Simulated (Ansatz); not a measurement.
## Run report: MgO, band-structure calculation

- system: MgO (2 atoms in the cell)
- method: DFT, PBE, plane waves, PAW, no spin polarisation (Ansatz 0.2.0)

The structure was built on a prototype by a generator. The geometry comes from this level: r2SCAN (a point of a series of strains). It belongs to a series of runs on one base structure; here: shear_111 strain -1.5%. Figures and captions count atoms from 1; the log counts them from 0 in places.

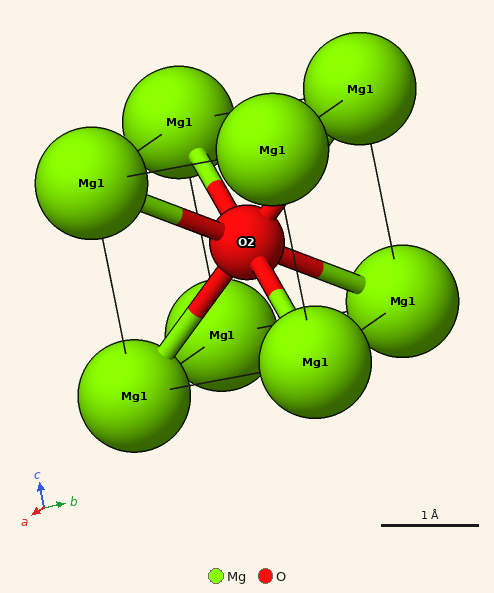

Figure 1. The structure (ball-and-stick view of the cell of the calculation, seen slightly off an axis; atoms are numbered from 1 in the order of the input). Near neighbours in the crystal (not all of them lie inside the picture): Mg has 6 O at 2.09 Å; O has 6 Mg at 2.09 Å.

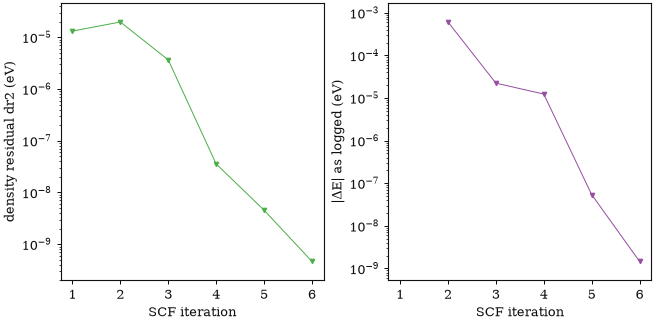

Figure 2. Convergence of the self-consistent field: density residual dr2 and size of the energy change against the SCF iteration. The residual falls almost steadily, with no more than small rises.

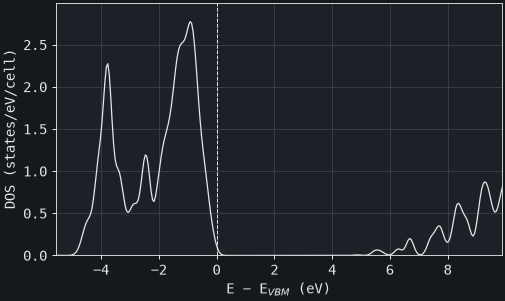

Figure 3. Density of states (the curve is built from the levels of the k mesh with Gaussians 0.3 eV wide, which also blur the band edges), with energies from the valence-band top. There is a gap of 4.87 eV on the k-point mesh. Small ripples come from the finite k-point mesh.

These pictures come from the run below.

### Input file
```yaml
crystal:
  lattice:
    - [-0.0215822521, 2.0805851647, 2.0805851647]
    - [2.0805851647, -0.0215822521, 2.0805851647]
    - [2.0805851647, 2.0805851647, -0.0215822521]
  atoms:
    - { symbol: Mg, position: [0.0, 0.0, 0.0] }
    - { symbol: O, position: [0.5, 0.5, 0.5] }
kpoints:
  mp_grid: { grid: [10, 10, 10] }
  band_path:
    path:
      - [0.0, 0.0, 0.0]
      - [0.5, 0.0, 0.5]
      - [0.625, 0.25, 0.625]
      - [0.375, 0.375, 0.75]
      - [0.5, 0.5, 0.5]
      - [0.5, 0.25, 0.75]
    npoints: 1
hamiltonian:
  xc: pbe
scf:
  occupations: { method: fermi_dirac, width: 0.02 }
  n_extra_bands: 4
output:
  forces: true
  stress: true
  eigenvalues: true
```

Run as:
```bash
ansatz run input.yaml --threads 4 --pin off --max-ram 3686MiB --backend cpu --events-out ev --progress --plain --runs-dir out
```

### Log
```
scf.n_extra_bands = 4 over 8 filled bands (N_el = 16.0): the run solves 12 bands
Engine: ansatz 0.2.0, aarch64-unknown-linux-gnu
Pseudopotentials: kind: paw
Pseudopotential: Mg, paw, valence charge 10, recommended cutoff 420 eV (normal), Mg.paw.azcp
Pseudopotential: O, paw, valence charge 6, recommended cutoff 420 eV (normal), O.paw.azcp
Functional definition: PBE
  parameter kappa = 0.804
  parameter beta = 0.06672455060314922
  exchange = pbe_x(kappa = kappa, mu = beta*pi^2/3)
  correlation = pbe_c(beta = beta)
Crystal: 2 atoms, lattice volume = 18.293 Å³
Basis set: ecut = 420 eV, 337 PW (Γ), exchange–correlation on 40×40×40 points (8 copies of the dense FFT grid, shifted against one another)
Bands: 12, of which v1, the nominal top of the filled ones, is band 8 counted from 1 (7 counted from 0)
Symmetry: 12 space group operations
Space group: R-3m (ITA 166), of the structure as read, at distance tolerance 2.6e-5 Å
k-points: 116 of 1000
Non-local potential: Mg, projectors of the file, l = 0: 3, l = 1: 2, l = 2: 1
Non-local potential: O, projectors of the file, l = 0: 2, l = 1: 2, l = 2: 1
PAW form: soft (Blöchl's): semilocal exchange-correlation on the pseudo side does not see the compensation charge
PAW one-centre angular grid: Mg, 110 points (default); XC on 64 Gauss nodes
PAW one-centre angular grid: O, 110 points (default); XC on 64 Gauss nodes
Initial density: superposition of atomic densities (neutral atoms: chi_scale 0, normalization atom), corrected by the library's trained network
Initial wavefunctions: pseudopotential atomic-orbital guess
Functional: x = pbe(κ = 0.804, μ = 0.2195149727645171), c = pbe(β = 0.06672455060314922)
SCF iter   1: F=—  HF=-2494.111823 eV  |F-HF|=—  |Δ(HF+E_count)|=         —  Δρ=6.30e-4  dr2=1.32e-5  ethr=1.77e-3  ⟨swp⟩=6.0  Hψ=8266  notcnv=0
preconditioner: auto → none  [insulator: Δε(μ)=4.865 eV  Ē_g=18.780 eV  σ=0.020 eV  W_gap=1.00  n_scr=8 (ndim 8)  ℏωp=24.6 eV  f_vac=0.000  D(μ)=0.00/eV (n_scr^D=0)  ε∞_Penn≈2.7]
SCF iter   2: F=—  HF=-2494.112433 eV  |F-HF|=—  |Δ(HF+E_count)|=   6.10e-4  Δρ=4.59e-4  dr2=1.98e-5  ethr=8.22e-8  ⟨swp⟩=3.0  Hψ=3841  notcnv=0
SCF iter   3: F=—  HF=-2494.112455 eV  |F-HF|=—  |Δ(HF+E_count)|=   2.24e-5  Δρ=2.14e-4  dr2=3.66e-6  ethr=8.22e-8  ⟨swp⟩=2.9  Hψ=2177  notcnv=0
iter 4 did not close the SCF: its close was put off for the readings that it lacked (scf_convergence_deferred on its scf_iter line)
SCF iter   4: F=-2494.112467 eV  HF=-2494.112467 eV  |F-HF|=3.70e-8  |Δ(HF+E_count)|=   1.24e-5  Δρ=2.60e-5  dr2=3.57e-8  ethr=2.29e-8  ⟨swp⟩=2.3  Hψ=1975  notcnv=0
iter 5 did not close the SCF: its close was put off for the readings that it lacked (scf_convergence_deferred on its scf_iter line)
SCF iter   5: F=-2494.112467 eV  HF=-2494.112467 eV  |F-HF|=4.32e-9  |Δ(HF+E_count)|=   5.44e-8  Δρ=6.27e-6  dr2=4.56e-9  ethr=2.23e-10  ⟨swp⟩=2.0  Hψ=2257  notcnv=0
SCF iter   6: F=-2494.112467 eV  HF=-2494.112467 eV  |F-HF|=5.07e-10  |Δ(HF+E_count)|=   1.47e-9  Δρ=2.08e-6  dr2=4.66e-10  ethr=2.85e-11  ⟨swp⟩=2.0  Hψ=4086  notcnv=0
SCF 1 converged in 6 iterations: F = -2494.112467 eV  dr2 = 4.66e-10
  greatest PAW one-centre occupation: 1.000 electrons in one spin orbital (limit 2), on the Mg atom at site 0 (counted from 0), in its partial waves of l = 0
NSCF: frozen V_eff on 6 k-points
SCF converged after 6 iterations
Free energy (F): -2494.112467 eV
Harris-Foulkes:  -2494.112467 eV  (|F-HF|=5.07e-10)
Internal energy: -2494.112467 eV  (E = F + TS)
E sigma→0 (E₀):  -2494.112467 eV
Fermi energy:    10.912546 eV
--- Per-component energies (eV) ---
  E_band       = -288.098737
  E_kinetic    = 256.470926
  E_local      = -1589.105635  (includes V_loc(G=0)·N_el)
  E_nonlocal   = 142.859816
  E_hartree    = 549.644536
  E_xc         = -105.487130
  E_vxc        = -135.200867  (∫ρ·V_xc dr)
  E_paw        = -450.043532  (= ΣΔE_a)
  E_vpaw       = -62.414063  (= ΣTr[D̂ρ^β])
  E_aug_tail   = 0.002551  (compensation charges beyond the density's cutoff)
  E_ewald      = -1298.453999
  E_smearing   = -0.000000  (= −TS)
  E_closure    = 0.000000  (closes the sum)
  Σ components = -2494.112467   (vs F -2494.112467, Δ=0.00e0)
--- Forces (eV/Å), atoms counted from 1 ---
  atom   1  Mg    -0.00000000     0.00000000     0.00000000
  atom   2  O     -0.00000000    -0.00000000    -0.00000000
  max |Σ_I F_I| component: 8.41e-30 eV/Å
--- Stress (GPa, compression-positive) ---
        8.371107       1.511520       1.511520
        1.511520       8.371107       1.511520
        1.511520       1.511520       8.371107
  P = ⅓ Tr σ = 8.3711 GPa (83.711 kbar)
--- Band table (eV; the first three rows and the last of 116) ---
  k-point 0: bands = ["-63.8258", "-30.5479", "-30.5420", "-30.5420", "-8.9605", "8.3617", "8.3617", "8.4771", "13.3458", "24.1894", "24.1894", "24.6567"]
  k-point 1: bands = ["-63.8249", "-30.5527", "-30.5473", "-30.5428", "-8.8482", "7.7206", "8.2942", "8.3959", "13.9704", "23.0092", "24.4413", "24.8502"]
  k-point 2: bands = ["-63.8226", "-30.5755", "-30.5504", "-30.5449", "-8.5395", "6.3841", "8.1231", "8.2182", "15.1672", "21.5291", "24.9832", "25.3282"]
  k-point 115: bands = ["-63.8156", "-30.6452", "-30.5523", "-30.5523", "-7.5446", "3.7586", "7.6584", "7.6584", "16.3470", "21.4236", "24.7398", "24.7398"]
```

### File bands.tsv
```
# k_distance	band_0	band_1	band_2	band_3	band_4	band_5	band_6	band_7	band_8	band_9	band_10	band_11
# fermi_ev = 10.912546
# lock_threshold_ev = 1e-6
# [0, 0, 0] at k_distance = 0.000000
# [0.5, 0, 0.5] at k_distance = 1.502286
# [0.625, 0.25, 0.625] at k_distance = 2.036179
# [0.375, 0.375, 0.75] at k_distance = 2.951341
# [0.5, 0.5, 0.5] at k_distance = 3.866504
# [0.5, 0.25, 0.75] at k_distance = 4.923243
# levels_relative_to = fermi_ev
# free_energy_ev = -2494.112467
# largest_residual_norms_ev = 2.322e-4 3.032e-4 4.326e-4 3.906e-4 1.054e-3 6.256e-4 5.008e-4 6.256e-4 3.339e-4 2.890e-4 1.072e-3 5.010e-4
0.000000	-74.738384	-41.460464	-41.454589	-41.454589	-19.873055	-2.550885	-2.550885	-2.435462	2.433302	13.276847	13.276847	13.744192
1.502286	-74.725570	-41.536926	-41.488520	-41.486420	-18.274730	-6.647251	-3.942575	-3.815905	6.646134	7.723188	10.816200	16.694366
2.036179	-74.725730	-41.524313	-41.508916	-41.478485	-18.236111	-6.047600	-5.233379	-3.733614	7.627319	9.591207	10.221691	15.813195
2.951341	-74.725730	-41.524313	-41.508916	-41.478485	-18.236111	-6.047600	-5.233379	-3.733614	7.627319	9.591207	10.221691	15.813195
3.866504	-74.728105	-41.557764	-41.464868	-41.464868	-18.457168	-7.153943	-3.254117	-3.254117	5.434410	10.511086	13.827292	13.827292
4.923243	-74.725562	-41.516763	-41.507683	-41.489494	-18.205624	-5.519637	-5.500531	-4.314255	9.244041	9.310496	9.953345	13.308273
```

### Results in brief

- outcome: converged
- space group (tolerance 0.01 Å): R-3m (166)
- electrons treated: 16
- free energy: −2494.1125 eV
- Fermi energy: 10.913 eV
- gap on the k-point mesh: 4.87 eV
- pressure: 8.37 GPa
- largest force (length of the vector): under 0.001 eV/Å
- hardware: 4 threads of an Arm (aarch64) CPU, shared host
- wall time: 0.87 s (CPU time 2.5 s)
- peak memory: 0.27 GiB

### Notes

The cell is under a pressure of 8.4 GPa at this level, so it is not at its equilibrium volume.
